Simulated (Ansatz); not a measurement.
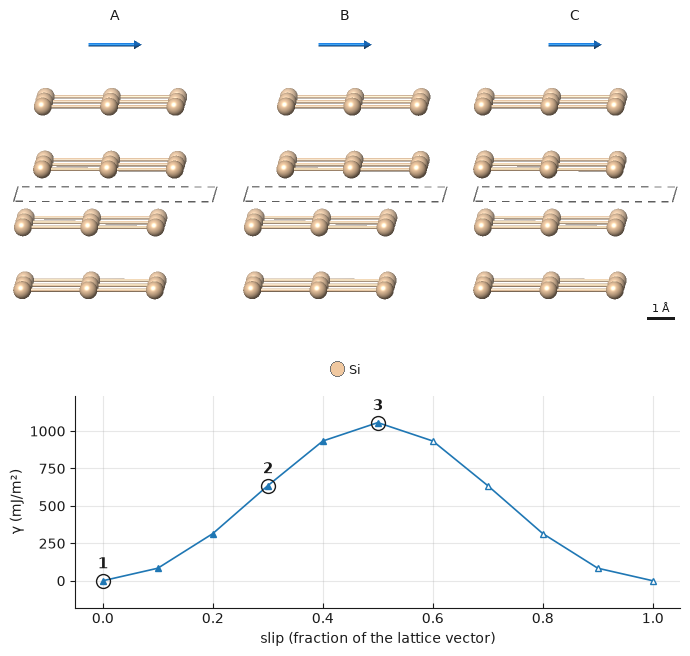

A crystal of Si (P6/mmm): the crystal above a cut along the (1 0 0) plane of the conventional cell (between a plane of Si below and one of Si above, 2.28 Å apart) is slid rigidly by fractions of an in-plane lattice vector 2.49 Å long (a generalised stacking fault). One cut stands in each cell, which starts 9.1 Å high; nothing is relaxed, and the dashed outline marks the cut, the arrow on top the direction of slip. The frames are shuffled; the numbered points of the plot belong to them. Hollow markers are points alike by symmetry, not computed again. The picture is a ball-and-stick view of the layers on both sides of the cut, seen from the side, nearly along the cut plane.

The calculation used Ansatz, DFT r2SCAN, scalar-relativistic, plane waves, PAW. (plane-wave cutoff 500 eV; k-point mesh 22 × 23 × 7; occupations gaussian; smearing width 0.15 eV; no spin polarisation). Energies (free energies at the smearing named) are counted from the relaxed crystal.

Which frame belongs to which numbered point?

Answer. Point 1 is frame C (the slip 0.00, 0 mJ/m²); 2 is frame A (the slip 0.30, 635 mJ/m²); 3 is frame B (the slip 0.50, 1056 mJ/m²). The curve starts and ends at zero, since a full lattice vector restores the crystal. Its highest computed point is 1056 mJ/m² at slip 0.50, which the unstable stacking-fault energy of this rigid path equals or slightly exceeds. No local minimum shows among the points, so there is no metastable fault on this line. The path is symmetric about half-way. Relaxation across the fault would lower the values.
